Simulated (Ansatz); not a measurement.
# Ruthenium, hcp under r²SCAN: structure, energy and stiffness

Aim: take ruthenium in the hcp structure, relax it, solve it on a dense k-mesh, switch on spin-orbit coupling, then scale the cell to 7 volumes from 88 to 112 % of the relaxed one and try a fit of the equation of state. The k-meshes are 13×13×8 for the relaxation; 22×22×12 for the dense run; 13×13×8 for spin-orbit coupling; 22×22×12 for the volumes. It starts from a deposited cell (COD).

Method: DFT r2SCAN, plane waves (500 eV) with PAW, scalar-relativistic; the PAW data stem from PBE, with regenerated cores, in Ansatz 0.2.0.

## 1. The starting structure

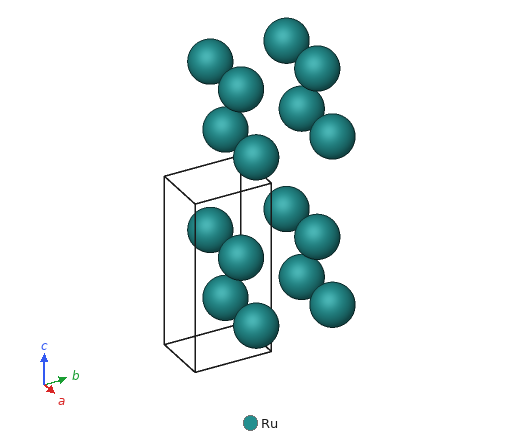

Start, viewed slightly off an axis; ruthenium teal. 2×2×2 cells are drawn. Any atoms on the faces are drawn again on the opposite ones.

Structure file:

```xyz
2
Lattice="2.7039 0.0000 0.0000 -1.3519 2.3416 0.0000 0.0000 0.0000 4.2817" Properties=species:S:1:pos:R:3 pbc="T T T"
Ru    0.0000    1.5611    1.0704
Ru    1.3519    0.7805    3.2113
```

## 2. Relaxation of the cell

The input, input.yaml:

```yaml
crystal:
  lattice:
    - [2.7038898633, 0.0, 0.0]
    - [-1.3519449316, 2.3416373106, 0.0]
    - [0.0, 0.0, 4.28168]
  atoms:
    - { symbol: Ru, position: [0.3333333333, 0.6666666667, 0.25] }
    - { symbol: Ru, position: [0.6666666667, 0.3333333333, 0.75] }
hamiltonian:
  xc: r2scan
  pseudopotentials:
    kind: paw
    azcp:
      Ru: "pseudopotentials/Ru.paw.azcp"
basis:
  ecutwfc: 500
  fft_grid_basis: typed
kpoints:
  mp_grid: { grid: [13, 13, 8], shift: [0, 0, 0] }
magnetization:
  spin_polarized: false
scf:
  occupations: { method: fermi_dirac, width: 0.1 }
relax:
  max_steps: 60
  f_tol: 0.01
  cell: {}
```

The program printed, shortened:

```text
[...]
Pseudopotentials: kind: paw
Pseudopotential: Ru, paw, valence charge 16, recommended cutoff 500 eV (meta_gga), <dir>
Functional definition: r2SCAN
[...]
Crystal: 2 atoms, lattice volume = 27.110 Å³
Basis set: ecut = 500 eV, 687 PW (Γ), exchange–correlation on 80×80×128 points (64 copies of the dense FFT grid, shifted against one another)
Bands: 20, of which v1, the nominal top of the filled ones, is band 16 counted from 1 (15 counted from 0)
Symmetry: 24 space group operations
Space group: P63/mmc (ITA 194), of the structure as read, at distance tolerance 3.0e-5 Å
k-points: 105 of 1352
[...]
SCF iter   1: F=—  HF=-11781.409531 eV  |F-HF|=—  |Δ(HF+E_count)|=         —  Δρ=1.09e-2  dr2=9.82e-3  dr2_τ=1.42e-2  ethr=1.77e-3  ⟨swp⟩=5.0  Hψ=20211  notcnv=0  defer=15
[...]
relax step   1: F+E_penalty+E_count = -11781.43360938 eV  Δ(F+E_penalty+E_count) = +0.000e0 eV  max|allowed force component| = 1.850e-17 eV/Å  Δτ_max = 0.0000 Å  P = -1.429 GPa  Ω = 27.110 Å³  (6 SCF iters, dr2 threshold 1.00e-7 eV, accepted)
[...]
relax step   4: F+E_penalty+E_count = -11781.43531853 eV  Δ(F+E_penalty+E_count) = -4.045e-6 eV  max|allowed force component| = 3.701e-17 eV/Å  Δτ_max = 0.0000 Å  P = +0.004 GPa  Ω = 27.000 Å³  energy of the carried Pulay correction = +6.827e-5 eV  (3 SCF iters, dr2 threshold 1.21e-8 eV, accepted)
[...]
relax step   5: F+E_penalty+E_count = -11781.43524128 eV  Δ(F+E_penalty+E_count) = +7.724e-5 eV  max|allowed force component| = 3.238e-17 eV/Å  Δτ_max = 0.0000 Å  P = +0.001 GPa  Ω = 27.000 Å³  stress off target by 6.45e-3 GPa  SCF on the basis re-selected at this cell (its energy is not [...]
SCF converged after 5 iterations
Free energy (F): -11781.435241 eV
[...]
E sigma→0 (E₀):  -11781.409354 eV
Entropy (-TS):   -0.051775 eV (-25.888 meV/atom)
Fermi energy:    23.591019 eV
[...]
--- Forces (eV/Å), atoms counted from 1 ---
  atom   1  Ru     0.00000000    -0.00000000     0.00000000
  atom   2  Ru    -0.00000000     0.00000000     0.00000000
[...]
--- Stress (GPa, compression-positive) ---
        0.004837      -0.000000       0.000000
       -0.000000       0.004837       0.000000
        0.000000       0.000000      -0.006453
  P = ⅓ Tr σ = 0.0011 GPa (0.011 kbar)
--- Relaxed structure (4 steps of the walk, 4 accepted, 1 SCFs on fresh bases) ---
  F+E_penalty+E_count = -11781.43524128 eV   max|allowed force component| = 3.238e-17 eV/Å   (the final SCF, on the basis selected at the relaxed cell)
  cell:  # Å, volume = 27.0001 Å³
    - [2.705947727524074, -2.8889490003304964e-11, 0.0]
    - [-1.352973863737018, 2.3434194733630647, 0.0]
    - [0.0, 0.0, 4.25790565531114]
  atoms:
    - { symbol: Ru, position: [0.33333333333333326, 0.6666666666666664, 0.24999999999999994] }
    - { symbol: Ru, position: [0.6666666666666665, 0.3333333333333332, 0.7499999999999999] }
```

Run time: 43 s. Hardware: 1 thread of an x86-64 CPU, shared host; peak memory 0.64 GiB.

Relaxation path:

| step | energy change (meV/atom) | largest force (eV/Å) | pressure (GPa) | volume (Å³/atom) |
| --- | --- | --- | --- | --- |
| 1 | 0.00 | 0.0000 | -1.43 | 13.555 |
| 2 | -0.32 | 0.0000 | 1.48 | 13.445 |
| 3 | -0.85 | 0.0000 | -0.06 | 13.503 |
| 4 | -0.85 | 0.0000 | 0.00 | 13.500 |
| 5 | -0.82 | 0.0000 | 0.00 | 13.500 |

Steps that repeat a cell are solved on a basis chosen anew, so their changes of energy are no gain of the relaxation.

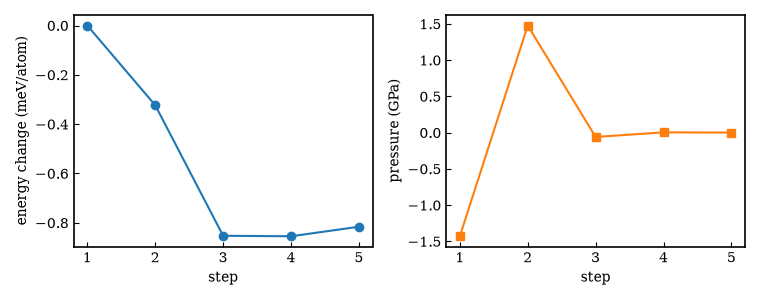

Energy and pressure over the accepted steps.

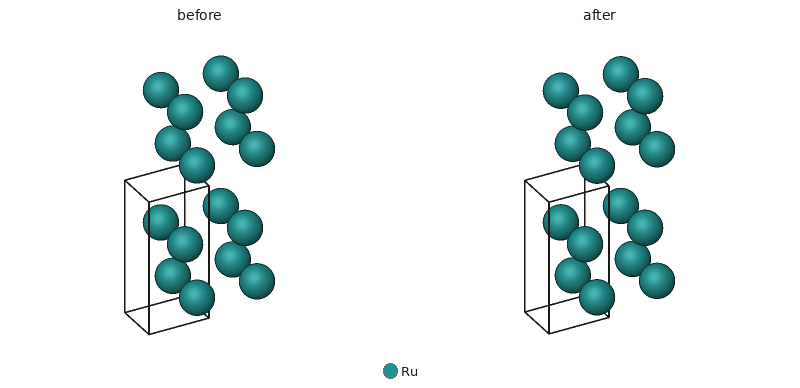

The structure before (left) and after (right), drawn at the same scale. The cells drawn are those of the first picture.

Changes in the cell that was computed:

|  | before | after | change |
| --- | --- | --- | --- |
| a (Å) | 2.704 | 2.706 | +0.1 % |
| b (Å) | 2.704 | 2.706 | +0.1 % |
| c (Å) | 4.282 | 4.258 | -0.6 % |
| volume (Å³/atom) | 13.555 | 13.500 | -0.4 % |
| shortest distance (Å) | 2.650 | 2.641 | -0.3 % |
| space group (spins left aside) | P6_3/mmc | P6_3/mmc | same |

## 3. Single point on a dense mesh

The input, input.yaml:

```yaml
crystal:
  lattice:
    - [2.7059477275, 0.0, 0.0]
    - [-1.3529738637, 2.3434194734, 0.0]
    - [0.0, 0.0, 4.2579056553]
  atoms:
    - { symbol: Ru, position: [0.3333333333, 0.6666666667, 0.25] }
    - { symbol: Ru, position: [0.6666666667, 0.3333333333, 0.75] }
hamiltonian:
  xc: r2scan
  pseudopotentials:
    kind: paw
    azcp:
      Ru: "pseudopotentials/Ru.paw.azcp"
basis:
  ecutwfc: 500
  fft_grid_basis: typed
kpoints:
  mp_grid: { grid: [22, 22, 12], shift: [0, 0, 0] }
magnetization:
  spin_polarized: false
scf:
  occupations: { method: fermi_dirac, width: 0.1 }
```

The program printed, shortened:

```text
[...]
[... 3 set-up lines as earlier in the session ...]
[...]
Crystal: 2 atoms, lattice volume = 27.000 Å³
Basis set: ecut = 500 eV, 687 PW (Γ), exchange–correlation on 80×80×128 points (64 copies of the dense FFT grid, shifted against one another)
Bands: 20, of which v1, the nominal top of the filled ones, is band 16 counted from 1 (15 counted from 0)
[... 2 set-up lines as earlier in the session ...]
k-points: 364 of 5808
[...]
SCF iter   1: F=—  HF=-11781.413706 eV  |F-HF|=—  |Δ(HF+E_count)|=         —  Δρ=1.10e-2  dr2=1.02e-2  dr2_τ=1.42e-2  ethr=1.77e-3  ⟨swp⟩=5.0  Hψ=70488  notcnv=0  defer=56
[...]
SCF iter   6: F=-11781.437932 eV  HF=-11781.437932 eV  |F-HF|=1.34e-8  |Δ(HF+E_count)|=   1.10e-6  Δρ=1.17e-5  dr2=1.25e-8  dr2_τ=2.59e-9  ethr=3.13e-10  ⟨swp⟩=3.0  Hψ=20064  notcnv=0
[...]
SCF converged after 6 iterations
Free energy (F): -11781.437932 eV
[...]
E sigma→0 (E₀):  -11781.413304 eV
Entropy (-TS):   -0.049257 eV (-24.628 meV/atom)
Fermi energy:    23.563653 eV
[...]
```

It took 23 s on 1 thread of an x86-64 CPU, shared host; peak memory 0.74 GiB.

## 4. A two-component run at the same geometry

Changes to input.yaml since step 3:

```diff
@@ -11,3 +11,3 @@
   pseudopotentials:
-    kind: paw
+    kind: paw_fr
     azcp:
@@ -18,5 +18,6 @@
 kpoints:
-  mp_grid: { grid: [22, 22, 12], shift: [0, 0, 0] }
+  mp_grid: { grid: [13, 13, 8], shift: [0, 0, 0] }
 magnetization:
-  spin_polarized: false
+  noncollinear: true
+  spin_orbit: true
 scf:
```

The program printed, shortened:

```text
[...]
Pseudopotentials: kind: paw_fr
Pseudopotential: Ru, paw_fr, valence charge 16, recommended cutoff 500 eV (meta_gga), <dir>
[... 1 set-up line as earlier in the session ...]
[...]
non-collinear run that drives no moment, with spin-orbit: no starting moment large enough to seed its density (crystal.atoms[].spin), no starting occupations that ask for one, no magnetisation constraint and no magnetic field, so the semilocal B_xc is pinned to zero
Crystal: 2 atoms, lattice volume = 27.000 Å³
Basis set: ecut = 500 eV, 687 PW (Γ), exchange–correlation on 80×80×128 points (64 copies of the dense FFT grid, shifted against one another)
Bands: 40, of which v1, the nominal top of the filled ones, is band 32 counted from 1 (31 counted from 0)
Symmetry: 24 space group operations + 24 with time reversal
Magnetic group: BNS 194.264 (UNI 1494), of the structure as read, at distance tolerance 3.0e-5 Å
k-points: 105 of 1352
Projection manifold: j_resolved (fully-relativistic pseudo-atomic orbitals)
[...]
SCF iter   1: F=—  HF=-11769.400673 eV  |F-HF|=—  |Δ(HF+E_count)|=         —  Δρ=1.15e-1  dr2=3.48e0  dr2_τ=2.85e-2  dr2_m=0.00e0 (ungated)  ethr=3.10e-3  |M|=0.00e0 ∫|m|=0.00e0 μB  |m|>n=0.0e0 m-floor=0.0e0 τ_xc=0.0e0  β_m=0.30  ⟨swp⟩=8.0  Hψ=10108  notcnv=0
[...]
SCF iter   9: F=-11768.475797 eV  HF=-11768.475797 eV  |F-HF|=1.27e-11  |Δ(HF+E_count)|=  1.47e-10  Δρ=5.36e-7  dr2=2.81e-11  dr2_τ=1.19e-11  dr2_m=0.00e0 (ungated)  ethr=2.05e-11  |M|=0.00e0 ∫|m|=0.00e0 μB  |m|>n=0.0e0 m-floor=0.0e0 τ_xc=0.0e0  ⟨swp⟩=1.0  Hψ=6190  notcnv=0
[...]
SCF converged after 9 iterations
Magnetization: |M| = 0.0000 μB,  M = (+0.0000, +0.0000, +0.0000) μB
Absolute magnetization: 0.0000 μB (∫|m|)
  site 0: m = (+0.0000, +0.0000, +0.0000) μB, |m| = 0.0000 μB  (R = 1.09 Å)
  site 1: m = (+0.0000, +0.0000, +0.0000) μB, |m| = 0.0000 μB  (R = 1.09 Å)
Free energy (F): -11768.475797 eV
[...]
E sigma→0 (E₀):  -11768.450016 eV
Entropy (-TS):   -0.051562 eV (-25.781 meV/atom)
Fermi energy:    23.599317 eV
[...]
```

It took 53 s on 1 thread of an x86-64 CPU, shared host; peak memory 0.71 GiB.

With and without spin-orbit coupling:

|  | scalar-relativistic | with spin-orbit coupling |
| --- | --- | --- |
| k-mesh | 22×22×12 | 13×13×8 |
| gap on the mesh | none (levels filled in part) | none (levels filled in part) |

The meshes differ, so small differences between the columns need not come from spin-orbit coupling.

## 5. The cell scaled to 88 % of its volume

The input, input.yaml:

```yaml
crystal:
  lattice:
    - [2.5930663348, 0.0, 0.0]
    - [-1.2965331674, 2.2456613196, 0.0]
    - [0.0, 0.0, 4.0802827413]
  atoms:
    - { symbol: Ru, position: [0.3333333333, 0.6666666667, 0.25] }
    - { symbol: Ru, position: [0.6666666667, 0.3333333333, 0.75] }
hamiltonian:
  xc: r2scan
  pseudopotentials:
    kind: paw
    azcp:
      Ru: "pseudopotentials/Ru.paw.azcp"
basis:
  ecutwfc: 500
  fft_grid_basis: typed
kpoints:
  mp_grid: { grid: [22, 22, 12], shift: [0, 0, 0] }
magnetization:
  spin_polarized: false
scf:
  occupations: { method: fermi_dirac, width: 0.1 }
output:
  stress: true
```

The program printed, shortened:

```text
[...]
[... 3 set-up lines as earlier in the session ...]
[...]
Crystal: 2 atoms, lattice volume = 23.760 Å³
Basis set: ecut = 500 eV, 603 PW (Γ), exchange–correlation on 80×80×120 points (64 copies of the dense FFT grid, shifted against one another)
Bands: 20, of which v1, the nominal top of the filled ones, is band 16 counted from 1 (15 counted from 0)
[... 1 set-up line as earlier in the session ...]
Space group: P63/mmc (ITA 194), of the structure as read, at distance tolerance 2.9e-5 Å
k-points: 364 of 5808
[...]
SCF iter   1: F=—  HF=-11780.881859 eV  |F-HF|=—  |Δ(HF+E_count)|=         —  Δρ=1.29e-2  dr2=1.35e-2  dr2_τ=2.34e-2  ethr=1.77e-3  ⟨swp⟩=5.0  Hψ=71427  notcnv=0  defer=68
[...]
SCF iter   6: F=-11780.914859 eV  HF=-11780.914859 eV  |F-HF|=6.17e-9  |Δ(HF+E_count)|=   3.79e-7  Δρ=1.25e-5  dr2=2.06e-8  dr2_τ=2.59e-9  ethr=3.13e-10  ⟨swp⟩=4.6  Hψ=28384  notcnv=0
[...]
SCF converged after 6 iterations
Free energy (F): -11780.914859 eV
[...]
E sigma→0 (E₀):  -11780.894796 eV
Entropy (-TS):   -0.040126 eV (-20.063 meV/atom)
Fermi energy:    27.515953 eV
[...]
--- Stress (GPa, compression-positive) ---
       56.711318      -0.000000       0.000000
        0.000000      56.711318       0.000000
        0.000000       0.000000      61.989571
  P = ⅓ Tr σ = 58.4707 GPa (584.707 kbar)
```

It took 31 s on 1 thread of an x86-64 CPU, shared host; peak memory 0.72 GiB.

[end of part 1 of 2]
